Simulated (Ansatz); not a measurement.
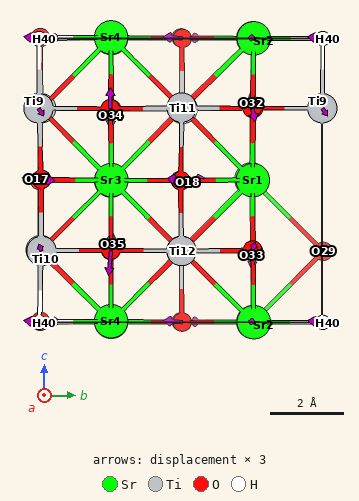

A relaxation of a defect cell of composition Sr₈Ti₈O₂₃H (cell charge −1). The starting structure is drawn; purple arrows show the displacements, 3 times their true length.

The picture is a ball-and-stick view of the cell of the calculation (origin shifted), seen along the a axis.

The atoms of the start lie slightly off their symmetric places, so part of the fall in energy undoes that.

The calculation used Ansatz, DFT, PBEsol, PAW, plane waves. (plane-wave cutoff 420 eV; k-point mesh 1 × 1 × 1; mesh shifted by (0.25, 0.25, 0.25); collinear spin; atoms relaxed in a fixed cell; force threshold 0.03 eV/Å; at most 80 steps)

**Atoms of which element are displaced furthest, and by how much?**

Oxygen: up to 0.27 Å, against 0.17 Å for hydrogen.

**What happened in the run?**

After 10 geometry steps the energy has fallen by 0.676 eV per cell of the calculation. The largest force component goes from 2.5 to 0.021 eV/Å. An O atom moves most: 0.27 Å along [−1 2 0]. By element the largest moves are O 0.27 Å, H 0.17 Å, Ti 0.09 Å, Sr 0.07 Å. The cell doesn't change. Among the contacts that change: O–Sr 2.810 → 2.556 Å, O–Sr 2.703 → 2.950 Å, O–Sr 2.774 → 2.536 Å, O–Sr 2.717 → 2.936 Å. Bond angles that change, for instance: Ti–O–Ti 178.5° → 165.3°, Ti–O–Ti 177.9° → 166.3°, Ti–O–Ti 177.7° → 166.6°. Cost: 21 s on 1 × NVIDIA GB200 with 8 threads of Arm Neoverse-V2, peak memory 1.7 GiB.

Limits of the set-up: the periodic images lie only 7.8 Å apart, so the values are limited by the cell's size; the cell is charged, on a uniform background, and energies carry no finite-size correction.
